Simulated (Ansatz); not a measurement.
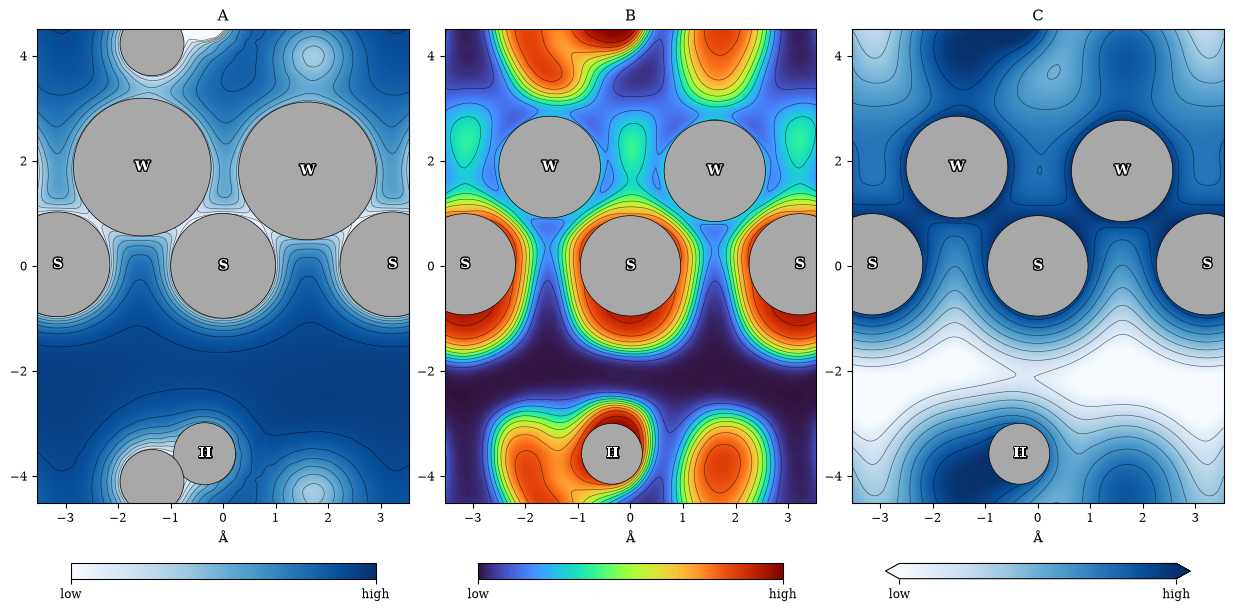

HW$_{4}$S$_{8}$ (cell charge −1, with a compensating background) (cell with a defect): 3 fields on the (011) plane of the calculation cell, with unlabelled colour scales. Grey discs cover the atomic cores.

Level of theory: DFT PBE, scalar-relativistic, plane waves, PAW (Ansatz).

> The panels show electron localisation function, electrostatic potential energy of an electron and valence pseudo-density in some order. Assign them.

Panel A: electrostatic potential energy of an electron (low next to the atoms, rising into the space between them). Panel B: electron localisation function. Panel C: valence pseudo-density. From the grid: W–S (2.41 Å): ρ is about 0.63 e/Å³ halfway; the ELF peaks at about 0.85 in the valence shell of S, 0.8 Å from its nucleus, and is about 0.50 at the midpoint. W–S (2.46 Å): ρ is about 0.57 e/Å³ halfway; the ELF peaks at about 0.85 in the valence shell of S, 0.8 Å from its nucleus, and is about 0.50 at the midpoint.
